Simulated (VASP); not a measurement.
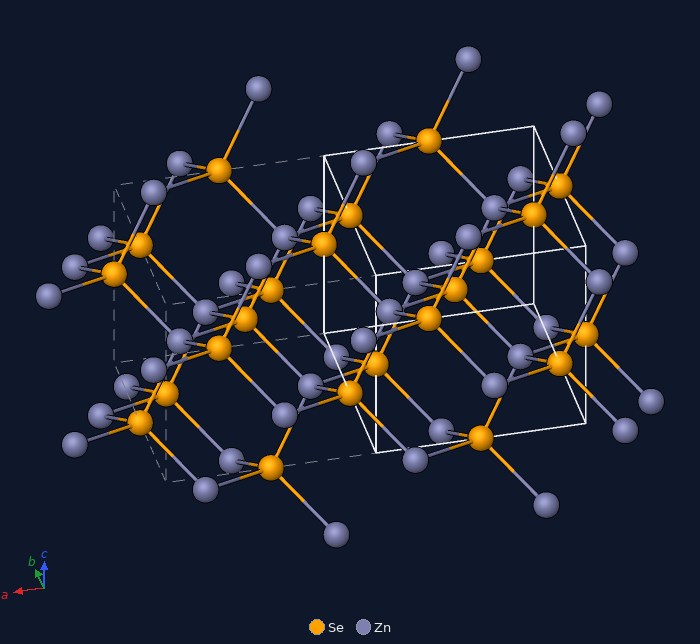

System ZnSe (space group F-43m, No. 216); source of the atomic positions: the geometry relaxed with VASP, VASP Kohn-Sham DFT of a periodic cell, PBEsol with D3(BJ), VASP PAW PBE potentials, recommended.

Bonds are taken as Se–Zn below 2.7 Å; no other contact counts. The graph is simplified in the usual way: terminal and isolated atoms are pruned, two-connected atoms become edges.

### What kind of net remains, and which atoms are its nodes?

A uninodal 4-connected, three-periodic net: Se and Zn are 4-connected nodes.

### Which named net is it?

It is the dia net, known from diamond, zinc blende and cristobalite.

### Is the net interpenetrated?

It is a single net, without interpenetration.

### Give the point symbol of each node (shortest cycle at each angle).

Se and Zn: 6⁶.
